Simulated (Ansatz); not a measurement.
**Geometry relaxation, with input and output: WS$_{2}$ (part 3 of 3)**

WS$_{2}$ (P3m1, 9 atoms in the cell); DFT PBE, scalar-relativistic, plane waves, PAW, no spin polarisation (Ansatz 0.2.0); cutoff 420 eV, 12×12×1 k-mesh, Gaussian smearing of 0.02 eV. The structure derives from a Materials Project entry. It belongs to a series of runs on one base structure; here: relaxed functional: PBE.

Geometry of the input (Å; fractional positions):
```
3.1830  0.0000  0.0000
-1.5915  2.7565  0.0000
0.0000  0.0000  28.5322
W  0.6667  0.3333  0.6593
W  0.3333  0.6667  0.8855
W  0.3333  0.6667  0.4344
S  0.6667  0.3333  0.9402
S  0.6667  0.3333  0.4890
S  0.3333  0.6667  0.7140
S  0.6667  0.3333  0.8308
S  0.6667  0.3333  0.3797
S  0.3333  0.6667  0.6046
```

### Output, continued
```
Harris-Foulkes:  -36574.319929 eV  (|F-HF|=1.53e-10)
Internal energy: -36574.319929 eV  (E = F + TS)
E sigma→0 (E₀):  -36574.319929 eV
Fermi energy:    5.345995 eV
--- Per-component energies (eV) ---
  E_band       = -1079.442704
  E_kinetic    = 1994.986240
  E_local      = -34666.765265  (includes V_loc(G=0)·N_el)
  E_nonlocal   = 171.736523
  E_hartree    = 16534.303717
  E_xc         = -1384.910529
  E_vxc        = -1242.946653  (∫ρ·V_xc dr)
  E_paw        = -29289.169620  (= ΣΔE_a)
  E_vpaw       = -405.061231  (= ΣTr[D̂ρ^β])
  E_aug_tail   = -0.000178  (compensation charges beyond the density's cutoff)
  E_ewald      = 10065.499182
  E_smearing   = -0.000000  (= −TS)
  E_closure    = 0.000000  (closes the sum)
  Σ components = -36574.319929   (vs F -36574.319929, Δ=0.00e0)
--- Forces (eV/Å), atoms counted from 1 ---
  atom   1  W     -0.00000000    -0.00000000     0.00002331
  atom   2  W      0.00000000     0.00000000    -0.00001135
  atom   3  W      0.00000000     0.00000000    -0.00003926
  atom   4  S      0.00000000    -0.00000000    -0.00067481
  atom   5  S      0.00000000    -0.00000000    -0.00099089
  atom   6  S     -0.00000000     0.00000000    -0.00093294
  atom   7  S      0.00000000     0.00000000     0.00092207
  atom   8  S      0.00000000    -0.00000000     0.00073840
  atom   9  S     -0.00000000     0.00000000     0.00096524
  max |Σ_I F_I| component: 2.29e-7 eV/Å
--- Stress (GPa, compression-positive) ---
        0.003463       0.000000      -0.000000
        0.000000       0.003463       0.000000
       -0.000000       0.000000      -0.002603
  P = ⅓ Tr σ = 0.0014 GPa (0.014 kbar)
--- Band table (eV; the first three rows and the last of 19) ---
  k-point 0: bands = ["-69.5848", "-69.5848", "-69.5848", "-33.8569", "-33.8569", "-33.8568", "-33.7087", "-33.7087", "-33.7087", "-33.7087", "-33.7087", "-33.7087", "-10.3512", "-10.3455", "-10.3399", "-8.7347", "-8.7223", "-8.7104", "-1.9881", "-1.9319", "-1.8758", "1.5400", "1.5400", "1.5402", "1.5402", "1.5404", "1.5404", "2.0824", "2.2743", "2.4825", "2.7636", "2.7636", "2.7644", "2.7644", "2.7653", "2.7653", "4.2093", "4.3617", "4.5040", "7.2523", "7.2523", "7.2527", "7.2527", "7.2529", "7.2529", "7.3974", "7.3974", "7.4015"]
  k-point 1: bands = ["-69.5837", "-69.5837", "-69.5837", "-33.8529", "-33.8528", "-33.8528", "-33.7311", "-33.7311", "-33.7311", "-33.7139", "-33.7139", "-33.7139", "-10.2379", "-10.2322", "-10.2267", "-8.6926", "-8.6806", "-8.6692", "-1.8520", "-1.7959", "-1.7397", "1.2437", "1.2442", "1.2446", "1.6509", "1.6513", "1.6516", "1.7576", "1.8772", "1.9874", "2.5854", "2.5864", "2.5873", "2.9001", "2.9629", "3.0500", "4.1728", "4.2999", "4.4149", "7.0869", "7.1185", "7.1479", "7.1493", "7.1779", "7.1923", "7.2957", "7.3006", "7.3053"]
  k-point 2: bands = ["-69.5807", "-69.5807", "-69.5807", "-33.8419", "-33.8418", "-33.8418", "-33.7919", "-33.7918", "-33.7918", "-33.7281", "-33.7281", "-33.7281", "-9.9154", "-9.9097", "-9.9042", "-8.5730", "-8.5623", "-8.5521", "-1.4846", "-1.4295", "-1.3742", "0.5568", "0.5585", "0.5602", "1.1658", "1.2355", "1.2990", "1.9566", "1.9573", "1.9580", "2.1695", "2.1707", "2.1719", "2.8919", "2.9765", "3.0749", "3.9649", "4.0274", "4.0807", "6.6276", "6.7358", "6.8632", "7.0762", "7.0822", "7.0879", "7.1328", "7.1884", "7.2326"]
  k-point 18: bands = ["-69.5664", "-69.5664", "-69.5664", "-33.9525", "-33.9524", "-33.9524", "-33.9201", "-33.9201", "-33.9201", "-33.7890", "-33.7890", "-33.7890", "-7.9384", "-7.9381", "-7.9381", "-7.8227", "-7.8224", "-7.8224", "-1.3464", "-1.3418", "-1.3373", "-0.9441", "-0.9439", "-0.9438", "-0.0846", "-0.0768", "-0.0693", "0.5041", "0.5051", "0.5064", "1.1534", "1.1542", "1.1558", "2.0170", "2.0175", "2.0188", "4.3699", "4.3789", "4.3878", "6.1884", "6.1884", "6.1885", "7.6325", "7.7152", "7.7996", "8.3805", "8.3841", "8.3867"]
--- Relaxed structure (9 steps of the walk, 9 accepted, 1 SCFs on fresh bases) ---
  F+E_penalty+E_count = -36574.31992942 eV   max|allowed force component| = 9.909e-4 eV/Å   (the final SCF, on the basis selected at the relaxed cell)
  cell:  # Å, volume = 265.9065 Å³
    - [3.187527216534057, 2.8909086681724087e-11, 2.482473565174036e-17]
    - [-1.5937636082920645, 2.7604795447583403, -1.77424228443726e-17]
    - [2.2253062033819347e-16, -5.517040934516217e-17, 30.219721235670328]
  atoms:
    - { symbol: W, position: [0.6666666666666667, 0.3333333333333333, 0.6596770011795465] }
    - { symbol: W, position: [0.3333333333333333, 0.6666666666666666, 0.9055275293185251] }
    - { symbol: W, position: [0.3333333333333333, 0.6666666666666666, 0.4139734848942104] }
    - { symbol: S, position: [0.6666666666666666, 0.3333333333333333, 0.9575183584179443] }
    - { symbol: S, position: [0.6666666666666666, 0.3333333333333333, 0.4659672107169559] }
    - { symbol: S, position: [0.33333333333333326, 0.6666666666666666, 0.7116702539777542] }
    - { symbol: S, position: [0.6666666666666667, 0.3333333333333333, 0.8535338497209245] }
    - { symbol: S, position: [0.6666666666666666, 0.3333333333333333, 0.36198254456516993] }
    - { symbol: S, position: [0.33333333333333326, 0.6666666666666666, 0.6076837572089685] }
```

### Trajectory as extended XYZ (Å, eV, eV/Å), 10 frames, from step=1 to step=10
```
9
Lattice="3.1830 0.0000 0.0000 -1.5915 2.7565 0.0000 0.0000 0.0000 28.5322" Properties=species:S:1:pos:R:3:forces:R:3 step=1 energy=-36574.26934 pressure_GPa=1.24
W     1.5915    0.9188   18.8109    0.0000   0.0000   0.0040
W     0.0000    1.8377   25.2662    0.0000   0.0000   0.0022
W     0.0000    1.8377   12.3933    0.0000   0.0000  -0.0116
S     1.5915    0.9188   26.8256    0.0000   0.0000   0.2643
S     1.5915    0.9188   13.9531    0.0000   0.0000   0.2033
S     0.0000    1.8377   20.3706    0.0000   0.0000   0.2105
S     1.5915    0.9188   23.7059    0.0000   0.0000  -0.2007
S     1.5915    0.9188   10.8340    0.0000   0.0000  -0.2655
S     0.0000    1.8377   17.2513    0.0000   0.0000  -0.2064
9
Lattice="3.1904 0.0000 0.0000 -1.5952 2.7630 0.0000 0.0000 0.0000 29.1361" Properties=species:S:1:pos:R:3:forces:R:3 step=2 energy=-36574.30514 pressure_GPa=-0.23
W     1.5952    0.9210   19.2288    0.0000   0.0000  -0.0001
W     0.0000    1.8420   25.9607    0.0000   0.0000   0.0190
W     0.0000    1.8420   12.4759    0.0000   0.0000  -0.0174
S     1.5952    0.9210   27.5349    0.0000   0.0000  -0.0789
S     1.5952    0.9210   14.0495    0.0000   0.0000  -0.0854
S     0.0000    1.8420   20.8007    0.0000   0.0000  -0.0538
S     1.5952    0.9210   24.3871    0.0000   0.0000   0.0883
S     1.5952    0.9210   10.9018    0.0000   0.0000   0.0763
S     0.0000    1.8420   17.6570    0.0000   0.0000   0.0519
9
Lattice="3.1905 0.0000 0.0000 -1.5952 2.7630 0.0000 0.0000 0.0000 29.4451" Properties=species:S:1:pos:R:3:forces:R:3 step=3 energy=-36574.31295 pressure_GPa=-0.03
W     1.5952    0.9210   19.4248    0.0000   0.0000  -0.0004
W     0.0000    1.8420   26.3512    0.0000   0.0000   0.0068
W     0.0000    1.8420   12.5010    0.0000   0.0000  -0.0058
S     1.5952    0.9210   27.9207    0.0000   0.0000   0.0115
S     1.5952    0.9210   14.0706    0.0000   0.0000   0.0015
S     0.0000    1.8420   20.9942    0.0000   0.0000   0.0041
S     1.5952    0.9210   24.7818    0.0000   0.0000  -0.0041
S     1.5952    0.9210   10.9315    0.0000   0.0000  -0.0099
S     0.0000    1.8420   17.8554    0.0000   0.0000  -0.0036
9
Lattice="3.1814 0.0000 0.0000 -1.5907 2.7551 0.0000 0.0000 0.0000 29.8413" Properties=species:S:1:pos:R:3:forces:R:3 step=4 energy=-36574.31590 pressure_GPa=0.23
W     1.5907    0.9184   19.6811    0.0000   0.0000  -0.0001
W     0.0000    1.8368   26.8482    0.0000   0.0000  -0.0021
W     0.0000    1.8368   12.5319    0.0000   0.0000   0.0016
S     1.5907    0.9184   28.4215    0.0000   0.0000  -0.0003
S     1.5907    0.9184   14.1055    0.0000   0.0000  -0.0084
S     0.0000    1.8368   21.2551    0.0000   0.0000  -0.0167
S     1.5907    0.9184   25.2746    0.0000   0.0000   0.0077
S     1.5907    0.9184   10.9586    0.0000   0.0000   0.0008
S     0.0000    1.8368   18.1071    0.0000   0.0000   0.0172
9
Lattice="3.1877 0.0000 0.0000 -1.5938 2.7606 0.0000 0.0000 0.0000 30.0668" Properties=species:S:1:pos:R:3:forces:R:3 step=5 energy=-36574.31765 pressure_GPa=0.07
W     1.5938    0.9202   19.8285    0.0000   0.0000   0.0002
W     0.0000    1.8404   27.1342    0.0000   0.0000  -0.0026
W     0.0000    1.8404   12.5447    0.0000   0.0000   0.0020
S     1.5938    0.9202   28.7041    0.0000   0.0000   0.0234
S     1.5938    0.9202   14.1148    0.0000   0.0000   0.0200
S     0.0000    1.8404   21.3986    0.0000   0.0000   0.0182
S     1.5938    0.9202   25.5641    0.0000   0.0000  -0.0187
S     1.5938    0.9202   10.9749    0.0000   0.0000  -0.0245
S     0.0000    1.8404   18.2584    0.0000   0.0000  -0.0181
9
Lattice="3.1879 0.0000 0.0000 -1.5940 2.7608 0.0000 0.0000 0.0000 30.1509" Properties=species:S:1:pos:R:3:forces:R:3 step=6 energy=-36574.31778 pressure_GPa=0.01
W     1.5940    0.9203   19.8839    0.0000   0.0000   0.0001
W     0.0000    1.8405   27.2459    0.0000   0.0000  -0.0003
W     0.0000    1.8405   12.5441    0.0000   0.0000   0.0001
S     1.5940    0.9203   28.8166    0.0000   0.0000   0.0063
S     1.5940    0.9203   14.1149    0.0000   0.0000   0.0046
S     0.0000    1.8405   21.4547    0.0000   0.0000   0.0049
S     1.5940    0.9203   25.6752    0.0000   0.0000  -0.0049
S     1.5940    0.9203   10.9735    0.0000   0.0000  -0.0062
S     0.0000    1.8405   18.3132    0.0000   0.0000  -0.0046
9
Lattice="3.1877 0.0000 0.0000 -1.5939 2.7606 0.0000 0.0000 0.0000 30.2158" Properties=species:S:1:pos:R:3:forces:R:3 step=7 energy=-36574.31779 pressure_GPa=-0.01
W     1.5939    0.9202   19.9280    0.0000   0.0000   0.0001
W     0.0000    1.8404   27.3357    0.0000   0.0000   0.0005
W     0.0000    1.8404   12.5387    0.0000   0.0000  -0.0005
S     1.5939    0.9202   28.9069    0.0000   0.0000  -0.0011
S     1.5939    0.9202   14.1099    0.0000   0.0000  -0.0012
S     0.0000    1.8404   21.4991    0.0000   0.0000  -0.0006
S     1.5939    0.9202   25.7645    0.0000   0.0000   0.0011
S     1.5939    0.9202   10.9676    0.0000   0.0000   0.0009
S     0.0000    1.8404   18.3568    0.0000   0.0000   0.0007
9
Lattice="3.1876 0.0000 0.0000 -1.5938 2.7606 0.0000 0.0000 0.0000 30.2246" Properties=species:S:1:pos:R:3:forces:R:3 step=8 energy=-36574.31779 pressure_GPa=-0.01
W     1.5938    0.9202   19.9350    0.0000   0.0000   0.0001
W     0.0000    1.8404   27.3529    0.0000   0.0000   0.0003
W     0.0000    1.8404   12.5318    0.0000   0.0000  -0.0003
S     1.5938    0.9202   28.9241    0.0000   0.0000  -0.0009
S     1.5938    0.9202   14.1031    0.0000   0.0000  -0.0011
S     0.0000    1.8404   21.5062    0.0000   0.0000  -0.0006
S     1.5938    0.9202   25.7817    0.0000   0.0000   0.0010
S     1.5938    0.9202   10.9607    0.0000   0.0000   0.0008
S     0.0000    1.8404   18.3638    0.0000   0.0000   0.0008
9
Lattice="3.1875 0.0000 0.0000 -1.5938 2.7605 0.0000 0.0000 0.0000 30.2197" Properties=species:S:1:pos:R:3:forces:R:3 step=9 energy=-36574.31781 pressure_GPa=-0.00
W     1.5938    0.9202   19.9353    0.0000   0.0000   0.0000
W     0.0000    1.8403   27.3648    0.0000   0.0000   0.0000
W     0.0000    1.8403   12.5102    0.0000   0.0000   0.0000
S     1.5938    0.9202   28.9359    0.0000   0.0000  -0.0004
S     1.5938    0.9202   14.0814    0.0000   0.0000  -0.0007
S     0.0000    1.8403   21.5065    0.0000   0.0000  -0.0006
S     1.5938    0.9202   25.7936    0.0000   0.0000   0.0006
S     1.5938    0.9202   10.9390    0.0000   0.0000   0.0005
S     0.0000    1.8403   18.3640    0.0000   0.0000   0.0007
9
Lattice="3.1875 0.0000 0.0000 -1.5938 2.7605 0.0000 0.0000 0.0000 30.2197" Properties=species:S:1:pos:R:3:forces:R:3 step=10 energy=-36574.31993 pressure_GPa=0.00
W     1.5938    0.9202   19.9353    0.0000   0.0000   0.0000
W     0.0000    1.8403   27.3648    0.0000   0.0000   0.0000
W     0.0000    1.8403   12.5102    0.0000   0.0000   0.0000
S     1.5938    0.9202   28.9359    0.0000   0.0000  -0.0007
S     1.5938    0.9202   14.0814    0.0000   0.0000  -0.0010
S     0.0000    1.8403   21.5065    0.0000   0.0000  -0.0009
S     1.5938    0.9202   25.7936    0.0000   0.0000   0.0009
S     1.5938    0.9202   10.9390    0.0000   0.0000   0.0007
S     0.0000    1.8403   18.3640    0.0000   0.0000   0.0010
```

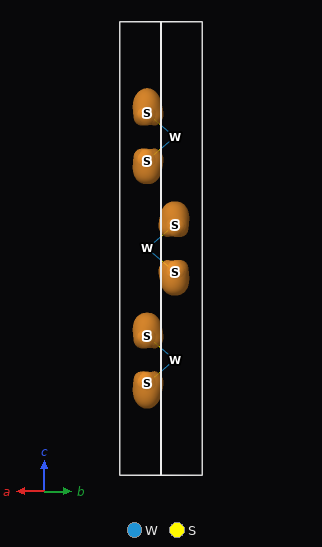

Figure 1. Isosurface of the ELF at 0.75 (orange), seen along [110]. Core shells and regions of very low density are left out. Sticks mark near contacts. The outline is the cell set on symmetry axes. Along the contacts the grid gives the following. W–S (2.42 Å): the ELF is about 0.50 at the midpoint. Core electrons are frozen (PAW), so the fields are smoothed inside the atomic spheres.

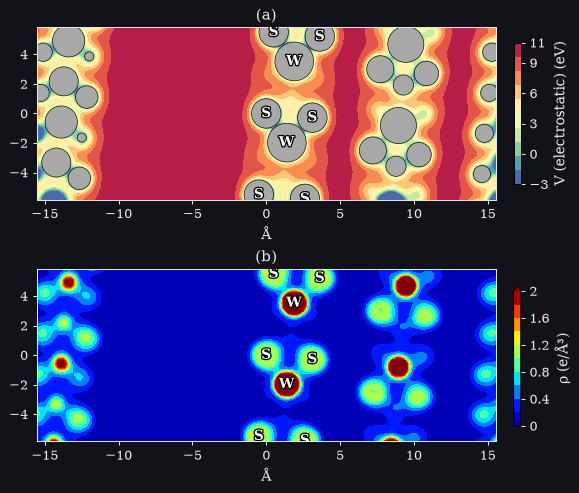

Figure 2. (a) electrostatic potential energy of an electron; (b) valence charge density (pseudo) on the (111) plane of the conventional cell. Grey discs, where drawn, cover atomic cores. Atoms in the plane: W and S. W–S (2.42 Å): the density is about 0.62 e/Å³ at the midpoint. The density dies away to nearly zero in the voids. Outside the cores the potential energy rises away from the atoms and is highest about 2.5 Å from the nearest atoms; outside the discs it spans about 12 eV, and its zero is arbitrary.
